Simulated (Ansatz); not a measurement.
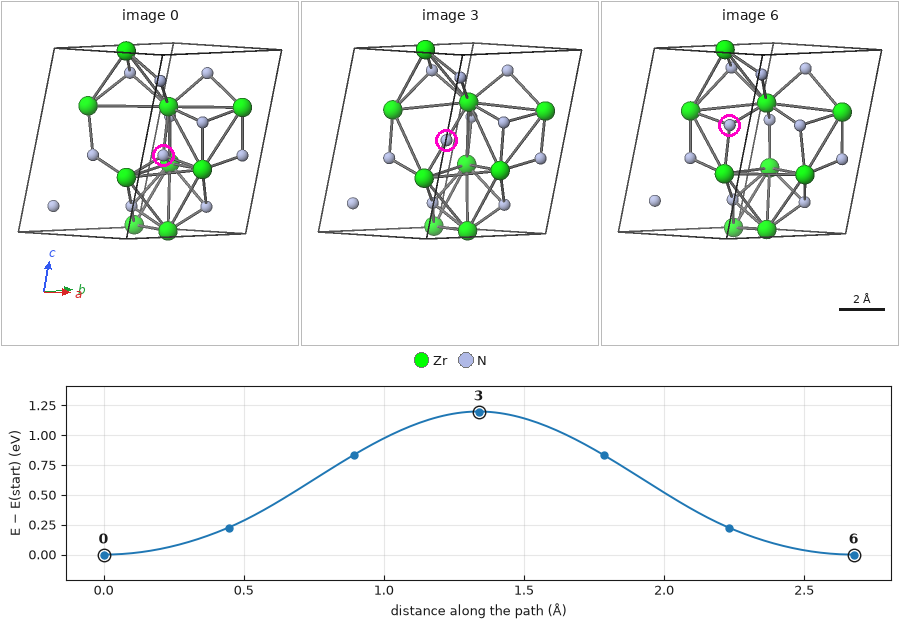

NEB run on a defect cell of composition Zr$_{9}$N$_{11}$ (cell charge +3) with an N vacancy (20 atoms in the cell). Images are numbered from 0 (start) to 6 (end). The picture is a ball-and-stick view of the reduced simulation cell (origin moved), seen from a free direction. The moving atom is ringed, with any periodic copies. Lengths and directions refer to the drawn axes. Bonds to atoms that aren't drawn are left out.

All numbers below come from Ansatz 0.2.0, DFT PBE, scalar-relativistic, plane waves, PAW.

Input
```yaml
crystal:
  lattice:
    - [0.0, -5.9619910123, 0.0]
    - [5.1632356738, -2.9809955061, 0.0]
    - [0.0, -1.9873303374, 8.4679891808]
  atoms:
    - { symbol: Zr, position: [0.4177898726, 0.6666666667, 0.67655984] }
    - { symbol: Zr, position: [0.1275943622, 0.3182022712, 0.6754269099] }
    - { symbol: Zr, position: [0.7791299667, 1.0151310621, 0.6754269099] }
    - { symbol: Zr, position: [0.895919817, 0.6666666667, 0.3044680794] }
    - { symbol: Zr, position: [0.5495530627, 0.3323337457, 0.350375745] }
    - { symbol: Zr, position: [0.2152201417, 0.0009995876, 0.350375745] }
    - { symbol: Zr, position: [0.667796314, 0.6666666667, -0.0158423806] }
    - { symbol: Zr, position: [0.3445006172, 0.3235298145, 0.0083862153] }
    - { symbol: Zr, position: [1.0013637651, 0.0098035188, 0.0083862153] }
    - { symbol: "N", position: [0.0329533359, 0.6666666667, 0.835410419] }
    - { symbol: "N", position: [0.7164406837, 0.3461862212, 0.8461891913] }
    - { symbol: "N", position: [0.3959602383, -0.0128528879, 0.8461891913] }
    - { symbol: "N", position: [0.4675758076, 0.3310733368, 0.60357895] }
    - { symbol: "N", position: [0.1319824778, 0.0022599965, 0.60357895] }
    - { symbol: "N", position: [0.5506390805, 0.6666666667, 0.4135546363] }
    - { symbol: "N", position: [0.1693225609, 0.3595666978, 0.4146612614] }
    - { symbol: "N", position: [0.8622225921, -0.0262333645, 0.4146612614] }
    - { symbol: "N", position: [0.2805210741, 0.6666666667, 0.1262400143] }
    - { symbol: "N", position: [0.9670529018, 0.3272940768, 0.1293579473] }
    - { symbol: "N", position: [0.6276803119, 1.0060392566, 0.1293579473] }
total_charge: 3
basis:
  ecutwfc: 420
kpoints:
  mp_grid: { grid: [4, 4, 4] }
hamiltonian:
  xc: pbe
scf:
  occupations: { method: gaussian, width: 0.05 }
output:
  forces: true
neb:
  images: 5
  f_tol: 0.05
  max_iterations: 60
  order_check: false
  final_atoms:
    - { symbol: Zr, position: [0.4514465354, 0.665667082, 0.6496242635] }
    - { symbol: Zr, position: [0.1171136174, 0.334332918, 0.6496242635] }
    - { symbol: Zr, position: [0.7707468466, 1.0, 0.6955319212] }
    - { symbol: Zr, position: [0.8875367303, 0.6515355931, 0.3245730814] }
    - { symbol: Zr, position: [0.5390723234, 0.3484644069, 0.3245730814] }
    - { symbol: Zr, position: [0.2488768084, 0.0, 0.323440141] }
    - { symbol: Zr, position: [0.6653029044, 0.6568631831, -0.0083862286] }
    - { symbol: Zr, position: [0.3221660875, 0.3431368169, -0.0083862286] }
    - { symbol: Zr, position: [0.9988703042, 0.0, 0.0158424251] }
    - { symbol: "N", position: [0.0389863235, 0.6606273986, 0.8706420571] }
    - { symbol: "N", position: [0.6996137221, 0.3393726014, 0.8706420571] }
    - { symbol: "N", position: [0.3861456105, 0.0, 0.8737599733] }
    - { symbol: "N", position: [0.4973441141, 0.3070999727, 0.5853387367] }
    - { symbol: "N", position: [0.1160275922, 0.0, 0.5864453868] }
    - { symbol: "N", position: [0.5346841935, 0.6644066884, 0.396421051] }
    - { symbol: "N", position: [0.1990908819, 0.3355933116, 0.396421051] }
    - { symbol: "N", position: [0.8044440868, -0.3070999727, 0.5853387367] }
    - { symbol: "N", position: [0.2707063942, 0.6795195812, 0.1538108229] }
    - { symbol: "N", position: [0.9502259754, 0.3204804188, 0.1538108229] }
    - { symbol: "N", position: [0.6337132977, 1.0, 0.164589536] }
  climbing: immediate
```

Command:
```bash
ansatz run input.yaml --threads 4 --pin off --max-ram 9216MiB --backend cpu --events-out ev --progress --plain --runs-dir out
```

Q: Read off the barrier and say what moves.

A: It is a vacancy jump: a nearby atom moves into the empty site and leaves its own site empty. An N atom travels furthest, 2.21 Å from end to end, along [−1 −3 2], on a straight line. At the highest image its nearest neighbour (Zr) is 2.02 Å away, against 2.06 Å at the start, and the surrounding atoms stand up to 0.18 Å off the mean of their end positions. The barrier is about 1.20 eV in both directions, with image 3 at the top; the ends have the same energy. The band converged in 8 iterations, with a climbing image at the top.

Limits of the set-up: the periodic images lie only 6.0 Å apart, so the values are limited by the cell's size; the cell is charged, on a uniform background, and energies carry no finite-size correction.

The run took 18 min on 4 threads of Intel(R) Xeon(R) Platinum 8259CL CPU @ 2.50GHz (Skylake/Cascade Lake), with other jobs on the host, peak memory 3.8 GiB.
